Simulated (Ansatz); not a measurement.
**Run report: Ti16O33, geometry relaxation (part 4 of 4)**

The same run, continued: Ti16O33 (defect cell, 49 atoms in the cell); DFT PBE, scalar-relativistic, plane waves, PAW, spin-polarised (Ansatz 0.2.0); cutoff 420 eV, 2×2×2 k-mesh, Gaussian smearing of 0.05 eV, collinear spins. The structure derives from an entry of the Crystallography Open Database.

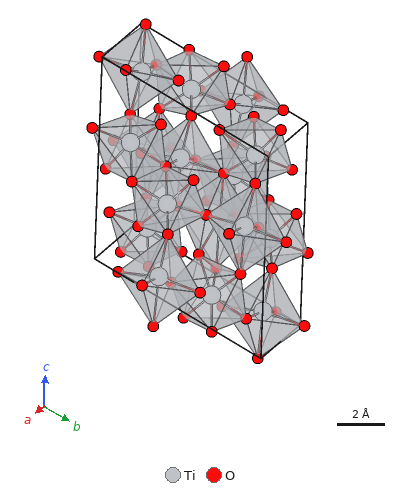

Figure 1. The geometry at step 10 of the log (polyhedral view of the cell of the calculation, seen slightly off an axis; polyhedra are completed across the faces of the cell).

Trajectory as extended XYZ, continued
```
49
Lattice="-4.5150 5.4970 4.9390 4.5150 -5.4970 4.9390 4.5150 5.4970 -4.9390" Properties=species:S:1:pos:R:3:forces:R:3 step=8 energy=-58780.84760 accepted=F
Ti   -0.0328    0.9481    1.2836    0.0467   0.0747  -0.0835
Ti    0.0132    0.8472    6.2247    0.1406   0.1047  -0.0199
Ti   -0.0363    6.4922    1.2111    0.1136   0.0032   0.1108
Ti    4.4933    1.0028    1.2281   -0.0282  -0.0433   0.0558
Ti    2.2049    1.7842   -1.2471    0.0162   0.0027  -0.0310
Ti    2.3250    1.9690    3.5984   -0.1483  -0.0299   0.2873
Ti    2.2614    7.2830   -1.1961    0.0722  -0.0837  -0.0147
Ti    6.7386    1.8150   -1.2291   -0.0086   0.0642  -0.1142
Ti   -0.0069    4.6260    3.6539   -0.1004   0.0433   0.0321
Ti    4.4572   -0.9188    3.6939   -0.0057  -0.0490  -0.1210
Ti    4.5302    4.4030   -1.3301   -0.0631  -0.1396  -0.0429
Ti    4.5049    4.5775    3.7643   -0.0228  -0.0314  -0.0057
Ti   -2.2239    3.6864    6.1189    0.0173   0.1481   0.1632
Ti    2.2828   -1.8241    6.2059   -0.0483  -0.0500   0.1375
Ti    2.2354    3.7539    1.1379   -0.1004   0.0029   0.0467
Ti    2.1990    3.7288    6.1789   -0.0872   0.0043  -0.0375
O     1.2193    2.1304    2.0066    0.0009   0.0077  -0.0270
O     1.1832    2.1107    7.0096   -0.0588  -0.0401  -0.0444
O     1.1249    7.6233    2.1230    0.0142  -0.0227   0.0165
O     5.7362    2.0955    2.0886    0.0169   0.0261   0.0389
O     1.0016    0.6438   -0.3954   -0.0093   0.0158  -0.0035
O     1.2977    0.2553    4.5191    0.0250  -0.1219   0.1362
O     0.9936    6.1572   -0.4000    0.0111   0.0313  -0.0432
O     5.5081    0.7103   -0.4051    0.0203   0.0046  -0.0280
O    -1.0871    6.1468    2.8365    0.0359   0.0127  -0.0232
O     3.4745    0.6764    2.8437    0.0679  -0.0300  -0.0489
O     3.4712    6.1037   -2.0557    0.0346  -0.0139   0.0116
O     3.4603    6.1738    2.8632    0.0548  -0.0582  -0.1132
O    -1.3964    2.0945    5.4331    0.0438  -0.0545   0.0575
O     3.2772   -3.4000    5.3448    0.0496  -0.0324   0.0524
O     3.2663    2.1287    0.3578    0.0328   0.0385   0.0651
O     3.2372    2.1054    5.3009    0.0515   0.0790   0.0208
O    -1.2156    3.3796    2.8959   -0.0640  -0.0507  -0.0869
O     3.2534   -2.0725    2.8752    0.0100   0.0399   0.0160
O     3.2422    3.3493   -2.1049    0.0021   0.0094  -0.0255
O     3.2967    3.4342    2.8087    0.0227  -0.0062   0.0013
O    -1.0643    4.8822    5.3146    0.0528  -0.0462   0.0349
O     3.4968   -0.6873    5.3620    0.0016   0.0426  -0.0308
O     3.4854    4.8694    0.3296    0.0391   0.0354   0.0539
O     3.4670    4.8645    5.3505   -0.0160   0.0003   0.0029
O     0.9979   -0.6688    2.0379   -0.0282   0.0491   0.0662
O     1.0221   -0.6571    7.0449   -0.0424   0.0363   0.0233
O     1.0308    4.8858    2.0300    0.0257   0.0075   0.0026
O     5.5235   -0.6210    2.0611   -0.0079  -0.0471   0.0200
O     1.1991    3.4172   -0.4362   -0.0145  -0.0049  -0.0203
O     1.2980    3.6645    4.4894    0.0944  -0.0248   0.0448
O     1.1871    8.8955   -0.4073   -0.0817  -0.0072  -0.1014
O     5.7174    3.3497   -0.3496   -0.0474   0.0549  -0.0856
O     0.6735    1.5394    4.5114   -0.1312   0.0489  -0.3456
49
Lattice="-4.5150 5.4970 4.9390 4.5150 -5.4970 4.9390 4.5150 5.4970 -4.9390" Properties=species:S:1:pos:R:3:forces:R:3 step=9 energy=-58780.88173
Ti   -0.0275    0.9555    1.2781    0.0745   0.0145   0.0355
Ti    0.0341    0.8685    6.1995   -0.0177  -0.0593  -0.1333
Ti   -0.0219    6.4887    1.2180    0.0233  -0.0556  -0.0820
Ti    4.5015    1.0046    1.2352   -0.0475   0.0907  -0.0059
Ti    2.2081    1.7881   -1.2495    0.0165   0.0324   0.1022
Ti    2.3326    1.9701    3.6205   -0.0071  -0.0266   0.0001
Ti    2.2846    7.2725   -1.1875   -0.0464  -0.0215   0.0679
Ti    6.7567    1.8077   -1.2456   -0.0346  -0.0245   0.0556
Ti   -0.0212    4.6303    3.6679    0.0211  -0.0025   0.0061
Ti    4.4546   -0.9193    3.6913   -0.0115   0.0552   0.0893
Ti    4.5102    4.3804   -1.3112    0.0425   0.0653   0.0636
Ti    4.5094    4.5825    3.7489    0.0129  -0.1190   0.0105
Ti   -2.2373    3.7057    6.1348   -0.0864  -0.0016  -0.0364
Ti    2.2778   -1.8349    6.2136   -0.0146   0.0700   0.0001
Ti    2.2173    3.7521    1.1492    0.0612  -0.0229  -0.0342
Ti    2.1995    3.7451    6.1683    0.0316   0.0378  -0.0437
O     1.2254    2.1388    1.9967   -0.0047  -0.0189  -0.0142
O     1.1803    2.1042    6.9893    0.0834   0.0930   0.0302
O     1.1293    7.6264    2.1251    0.0124   0.0117  -0.0089
O     5.7385    2.0968    2.1012   -0.0112  -0.0110  -0.0630
O     1.0061    0.6476   -0.3959    0.0163   0.0162  -0.0070
O     1.2829    0.2446    4.5604   -0.0189  -0.0439  -0.0167
O     0.9957    6.1586   -0.4018   -0.0124   0.0299   0.0435
O     5.5149    0.7101   -0.4052    0.0145   0.0116  -0.0159
O    -1.0846    6.1467    2.8397    0.0129  -0.0043   0.0059
O     3.4736    0.6756    2.8465   -0.0034   0.0326  -0.0297
O     3.4545    6.0913   -2.0712   -0.0034  -0.0087   0.0003
O     3.4702    6.1687    2.8445   -0.0627   0.0249   0.0622
O    -1.3874    2.0986    5.4433   -0.0638   0.0714  -0.0044
O     3.2852   -3.4022    5.3436   -0.0686   0.0375  -0.0444
O     3.2723    2.1341    0.3582    0.0053  -0.0657  -0.0371
O     3.2450    2.1131    5.3058   -0.0178   0.0253  -0.0017
O    -1.2144    3.3708    2.8937    0.0377   0.0539  -0.0010
O     3.2511   -2.0695    2.8763   -0.0440  -0.0714  -0.0002
O     3.2375    3.3396   -2.1142   -0.0359  -0.0066  -0.0377
O     3.2916    3.4324    2.8116    0.0260   0.0198   0.0102
O    -1.0580    4.8795    5.3255    0.0078   0.0023  -0.0374
O     3.4916   -0.6835    5.3605   -0.0346  -0.0361   0.0427
O     3.4745    4.8679    0.3332    0.0073  -0.0369  -0.0253
O     3.4690    4.8694    5.3454   -0.0385  -0.0197   0.0161
O     0.9974   -0.6566    2.0667    0.0374  -0.0492  -0.0566
O     1.0239   -0.6555    7.0450    0.0515  -0.0653   0.0023
O     1.0268    4.8925    2.0364   -0.0339   0.0203   0.0461
O     5.5128   -0.6256    2.0631    0.0727  -0.0166  -0.0504
O     1.1940    3.4173   -0.4442    0.0448  -0.0433   0.0129
O     1.2977    3.6570    4.4899    0.0012  -0.0360   0.0072
O     1.1862    8.9012   -0.4080    0.0153   0.0228   0.0339
O     5.7127    3.3456   -0.3538    0.0650  -0.0501   0.0327
O     0.6502    1.5219    4.4419   -0.0754   0.0780   0.0101
49
Lattice="-4.5150 5.4970 4.9390 4.5150 -5.4970 4.9390 4.5150 5.4970 -4.9390" Properties=species:S:1:pos:R:3:forces:R:3 step=10 energy=-58780.88488
Ti   -0.0216    0.9562    1.2761   -0.0201   0.0006  -0.0256
Ti    0.0338    0.8656    6.1939   -0.0383   0.0256   0.1192
Ti   -0.0179    6.4884    1.2164    0.0024  -0.0108   0.0276
Ti    4.4978    1.0095    1.2386    0.0180  -0.0110  -0.0104
Ti    2.2065    1.7903   -1.2478    0.0037  -0.0138  -0.0035
Ti    2.3238    1.9653    3.6290    0.0683   0.0387  -0.0185
Ti    2.2867    7.2686   -1.1861   -0.0194  -0.0040  -0.0229
Ti    6.7590    1.8050   -1.2387    0.0037  -0.0101  -0.0024
Ti   -0.0205    4.6365    3.6694   -0.0114   0.0116   0.0056
Ti    4.4496   -0.9188    3.6952    0.0140  -0.0173  -0.0115
Ti    4.5150    4.3760   -1.3101   -0.0399  -0.0060  -0.0517
Ti    4.5042    4.5712    3.7492    0.0001   0.0121   0.0197
Ti   -2.2426    3.7044    6.1326    0.0087   0.0285  -0.0022
Ti    2.2775   -1.8292    6.2198    0.0271  -0.0395   0.0164
Ti    2.2210    3.7489    1.1498   -0.0185   0.0114   0.0144
Ti    2.1989    3.7496    6.1671    0.0064   0.0125   0.0159
O     1.2291    2.1345    1.9959    0.0114   0.0081   0.0169
O     1.1831    2.1071    6.9901   -0.0244  -0.0187  -0.0444
O     1.1264    7.6268    2.1269    0.0059   0.0116  -0.0015
O     5.7426    2.0957    2.0978   -0.0067   0.0095  -0.0073
O     1.0063    0.6467   -0.3989    0.0023  -0.0010   0.0013
O     1.2767    0.2504    4.5489   -0.0745   0.2190  -0.0116
O     0.9945    6.1590   -0.3999    0.0066   0.0030  -0.0024
O     5.5153    0.7124   -0.4028   -0.0130  -0.0018   0.0081
O    -1.0816    6.1493    2.8404   -0.0102   0.0036  -0.0019
O     3.4732    0.6768    2.8466   -0.0241   0.0118   0.0173
O     3.4573    6.0906   -2.0735   -0.0049  -0.0035   0.0222
O     3.4670    6.1666    2.8447    0.0173  -0.0065  -0.0202
O    -1.3991    2.0970    5.4473    0.0356  -0.0187  -0.0074
O     3.2857   -3.4011    5.3413    0.0023   0.0041   0.0149
O     3.2736    2.1299    0.3537    0.0027   0.0123   0.0083
O     3.2451    2.1156    5.3044   -0.0281  -0.0078  -0.0226
O    -1.2094    3.3738    2.8964   -0.0120  -0.0044  -0.0073
O     3.2499   -2.0724    2.8773    0.0072   0.0056   0.0050
O     3.2362    3.3431   -2.1169    0.0298   0.0181   0.0235
O     3.2963    3.4260    2.8097   -0.0163  -0.0175   0.0032
O    -1.0576    4.8787    5.3237   -0.0118  -0.0165   0.0091
O     3.4885   -0.6821    5.3623   -0.0034   0.0020  -0.0108
O     3.4794    4.8616    0.3316    0.0157   0.0146  -0.0094
O     3.4683    4.8701    5.3443    0.0195   0.0044  -0.0222
O     0.9977   -0.6623    2.0591   -0.0121   0.0070   0.0200
O     1.0275   -0.6582    7.0453   -0.0235   0.0312  -0.0215
O     1.0267    4.8919    2.0371    0.0288  -0.0115  -0.0258
O     5.5155   -0.6239    2.0633   -0.0026  -0.0012   0.0059
O     1.1978    3.4164   -0.4405   -0.0115   0.0043  -0.0099
O     1.3040    3.6623    4.4856    0.0040  -0.0773  -0.0031
O     1.1856    8.8995   -0.4090    0.0120  -0.0032   0.0108
O     5.7197    3.3470   -0.3503   -0.0106   0.0079  -0.0025
O     0.6324    1.5385    4.4449    0.0837  -0.2173  -0.0046
49
Lattice="-4.5150 5.4970 4.9390 4.5150 -5.4970 4.9390 4.5150 5.4970 -4.9390" Properties=species:S:1:pos:R:3:forces:R:3 step=11 energy=-58780.88739
Ti   -0.0222    0.9593    1.2752    0.0060  -0.0034   0.0048
Ti    0.0286    0.8728    6.2031    0.0190  -0.0190  -0.0396
Ti   -0.0188    6.4860    1.2194   -0.0011  -0.0044  -0.0103
Ti    4.4972    1.0092    1.2392    0.0001  -0.0007   0.0043
Ti    2.2084    1.7894   -1.2478   -0.0003   0.0051   0.0032
Ti    2.3253    1.9655    3.6299   -0.0145  -0.0026   0.0078
Ti    2.2823    7.2681   -1.1876    0.0141   0.0085   0.0164
Ti    6.7533    1.8052   -1.2374    0.0032   0.0025   0.0021
Ti   -0.0200    4.6307    3.6717    0.0046   0.0039   0.0050
Ti    4.4528   -0.9211    3.6931   -0.0096   0.0058   0.0029
Ti    4.5130    4.3803   -1.3103    0.0132   0.0073   0.0153
Ti    4.5077    4.5710    3.7477    0.0027  -0.0065  -0.0057
Ti   -2.2426    3.7069    6.1346    0.0063  -0.0146  -0.0004
Ti    2.2777   -1.8285    6.2178   -0.0086  -0.0041   0.0082
Ti    2.2223    3.7511    1.1503    0.0089  -0.0031  -0.0026
Ti    2.2040    3.7517    6.1671   -0.0111  -0.0021  -0.0021
O     1.2291    2.1363    1.9963   -0.0079  -0.0044  -0.0068
O     1.1840    2.1093    6.9879    0.0070   0.0035   0.0031
O     1.1283    7.6264    2.1253    0.0014  -0.0008  -0.0007
O     5.7381    2.0993    2.0978    0.0078  -0.0036  -0.0008
O     1.0074    0.6482   -0.3986   -0.0018  -0.0054  -0.0014
O     1.2800    0.2518    4.5491    0.0154  -0.0180   0.0006
O     0.9949    6.1589   -0.3986   -0.0047  -0.0007   0.0013
O     5.5140    0.7080   -0.4027    0.0020   0.0037  -0.0032
O    -1.0823    6.1472    2.8404    0.0021  -0.0036   0.0022
O     3.4733    0.6766    2.8463    0.0055  -0.0034  -0.0070
O     3.4530    6.0910   -2.0758    0.0075  -0.0024   0.0017
O     3.4658    6.1683    2.8454   -0.0098   0.0063   0.0168
O    -1.3941    2.1009    5.4432   -0.0227  -0.0029   0.0022
O     3.2832   -3.4011    5.3432   -0.0040   0.0073  -0.0043
O     3.2747    2.1309    0.3540   -0.0057  -0.0027  -0.0027
O     3.2446    2.1135    5.3050    0.0048  -0.0005   0.0041
O    -1.2114    3.3744    2.8950   -0.0040  -0.0001  -0.0102
O     3.2507   -2.0726    2.8777   -0.0010  -0.0022  -0.0027
O     3.2406    3.3422   -2.1166   -0.0164  -0.0035  -0.0099
O     3.2950    3.4272    2.8109    0.0052   0.0010  -0.0025
O    -1.0574    4.8770    5.3245    0.0028   0.0110  -0.0067
O     3.4893   -0.6844    5.3611    0.0067   0.0087  -0.0009
O     3.4796    4.8648    0.3306   -0.0031  -0.0037   0.0014
O     3.4690    4.8710    5.3393   -0.0018   0.0020   0.0135
O     0.9965   -0.6596    2.0601    0.0000   0.0029  -0.0058
O     1.0248   -0.6549    7.0436    0.0040  -0.0064   0.0078
O     1.0297    4.8911    2.0373   -0.0172   0.0072   0.0097
O     5.5187   -0.6231    2.0638   -0.0053  -0.0020  -0.0050
O     1.1982    3.4161   -0.4423    0.0098  -0.0048   0.0064
O     1.3007    3.6524    4.4886    0.0055  -0.0005  -0.0008
O     1.1866    8.8997   -0.4070   -0.0066   0.0078  -0.0045
O     5.7177    3.3451   -0.3525   -0.0038   0.0084  -0.0008
O     0.6338    1.5253    4.4424   -0.0060   0.0300  -0.0031
49
Lattice="-4.5150 5.4970 4.9390 4.5150 -5.4970 4.9390 4.5150 5.4970 -4.9390" Properties=species:S:1:pos:R:3:forces:R:3 step=12 energy=-58780.88739
Ti   -0.0222    0.9593    1.2752    0.0061  -0.0034   0.0048
Ti    0.0286    0.8728    6.2031    0.0194  -0.0193  -0.0399
Ti   -0.0188    6.4860    1.2194   -0.0011  -0.0045  -0.0103
Ti    4.4972    1.0092    1.2392    0.0001  -0.0008   0.0043
Ti    2.2084    1.7894   -1.2478   -0.0003   0.0052   0.0031
Ti    2.3253    1.9655    3.6299   -0.0143  -0.0029   0.0077
Ti    2.2823    7.2681   -1.1876    0.0140   0.0085   0.0164
Ti    6.7533    1.8052   -1.2374    0.0033   0.0025   0.0023
Ti   -0.0200    4.6307    3.6717    0.0048   0.0039   0.0048
Ti    4.4528   -0.9211    3.6931   -0.0097   0.0059   0.0029
Ti    4.5130    4.3803   -1.3103    0.0132   0.0077   0.0156
Ti    4.5077    4.5710    3.7477    0.0028  -0.0064  -0.0058
Ti   -2.2426    3.7069    6.1346    0.0062  -0.0146  -0.0002
Ti    2.2777   -1.8285    6.2178   -0.0089  -0.0039   0.0081
Ti    2.2223    3.7511    1.1503    0.0090  -0.0032  -0.0028
Ti    2.2040    3.7517    6.1671   -0.0108  -0.0019  -0.0019
O     1.2291    2.1363    1.9963   -0.0079  -0.0045  -0.0068
O     1.1840    2.1093    6.9879    0.0070   0.0034   0.0030
O     1.1283    7.6264    2.1253    0.0013  -0.0009  -0.0007
O     5.7381    2.0993    2.0978    0.0078  -0.0037  -0.0008
O     1.0074    0.6482   -0.3986   -0.0020  -0.0055  -0.0013
O     1.2800    0.2518    4.5491    0.0158  -0.0188   0.0008
O     0.9949    6.1589   -0.3986   -0.0048  -0.0006   0.0014
O     5.5140    0.7080   -0.4027    0.0022   0.0037  -0.0033
O    -1.0823    6.1472    2.8404    0.0021  -0.0035   0.0022
O     3.4733    0.6766    2.8463    0.0056  -0.0035  -0.0070
O     3.4530    6.0910   -2.0758    0.0077  -0.0023   0.0017
O     3.4658    6.1683    2.8454   -0.0098   0.0063   0.0168
O    -1.3941    2.1009    5.4432   -0.0229  -0.0029   0.0022
O     3.2832   -3.4011    5.3432   -0.0040   0.0071  -0.0045
O     3.2747    2.1309    0.3540   -0.0057  -0.0027  -0.0027
O     3.2446    2.1135    5.3050    0.0049  -0.0006   0.0041
O    -1.2114    3.3744    2.8950   -0.0040   0.0000  -0.0101
O     3.2507   -2.0726    2.8777   -0.0010  -0.0021  -0.0026
O     3.2406    3.3422   -2.1166   -0.0165  -0.0036  -0.0100
O     3.2950    3.4272    2.8109    0.0052   0.0010  -0.0024
O    -1.0574    4.8770    5.3245    0.0027   0.0110  -0.0067
O     3.4893   -0.6844    5.3611    0.0068   0.0088  -0.0010
O     3.4796    4.8648    0.3306   -0.0030  -0.0037   0.0014
O     3.4690    4.8710    5.3393   -0.0019   0.0019   0.0135
O     0.9965   -0.6596    2.0601    0.0000   0.0029  -0.0059
O     1.0248   -0.6549    7.0436    0.0040  -0.0064   0.0078
O     1.0297    4.8911    2.0373   -0.0173   0.0072   0.0098
O     5.5187   -0.6231    2.0638   -0.0053  -0.0021  -0.0051
O     1.1982    3.4161   -0.4423    0.0099  -0.0048   0.0064
O     1.3007    3.6524    4.4886    0.0054  -0.0002  -0.0009
O     1.1866    8.8997   -0.4070   -0.0067   0.0079  -0.0045
O     5.7177    3.3451   -0.3525   -0.0037   0.0084  -0.0008
O     0.6338    1.5253    4.4424   -0.0058   0.0299  -0.0029
```

Summary

- outcome: converged
- electrons treated: 390
- free energy: −58780.8874 eV
- Fermi energy: 10.742 eV
- net moment of the cell: 0.00 μB
- integrated absolute moment: 0.00 μB
- final volume: 490.32 Å³
- largest force (length of the vector) at the end: 0.048 eV/Å
- wall time: 11 min (CPU time 43 min)
- peak memory: 3.3 GiB

Notes

The program warns: some starting moments were not kept.
